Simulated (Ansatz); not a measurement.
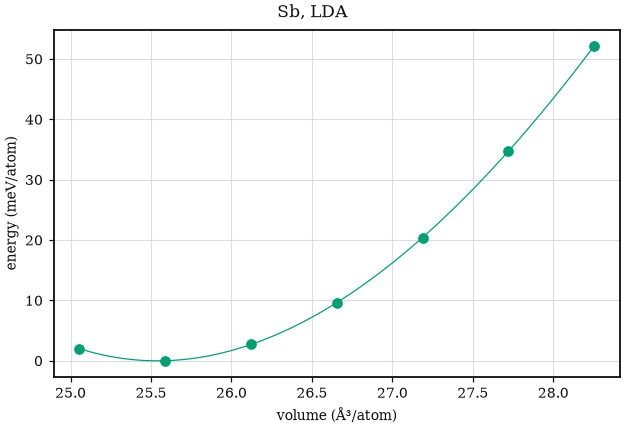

The figure shows the energy against volume for Sb, space group P6_3/mmc (No. 194).

The given structure:
```yaml
crystal:
  lattice:
    - [3.35453, 0.00000, 0.00000]
    - [-1.67727, 2.90511, 0.00000]
    - [0.00000, 0.00000, 5.47016]
  atoms:
    - { symbol: Sb, position: [0.66667, 0.33333, 0.75000] }
    - { symbol: Sb, position: [0.33333, 0.66667, 0.25000] }
```

Method: all-electron LAPW DFT, no spin polarisation; energies at scaled volumes of the given cell, shape and fractions fixed, counted from the fit's minimum, third-order Birch-Murnaghan fit (Ansatz 0.2.0). Level: LDA.

k mesh 9×9×5; occupations Fermi–Dirac; smearing width 0.05 eV; potentials all electron LAPW, scalar relativistic; program settings basis error eV/atom 0.001.

This calculation gives: equilibrium volume 25.54 Å³/atom and bulk modulus 68.0 GPa.

Now the level changes from LDA to PBEsol. Predict the effect.

The equilibrium volume rises from 25.54 to 25.99 Å³/atom (+1.8 %) and the bulk modulus falls from 68.0 to 66.2 GPa (−2.6 %).

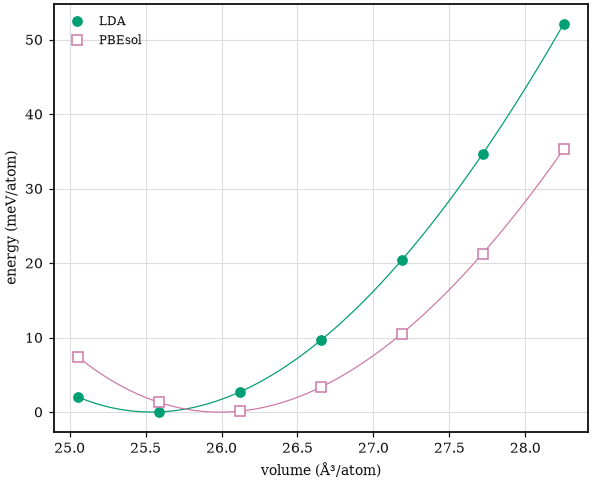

The two results together.

For both, limits of the calculation: shape and atomic fractions are frozen while scaling, which makes layered, chain and framework solids too stiff.

V0 and the bulk modulus come from third-order Birch–Murnaghan fits.
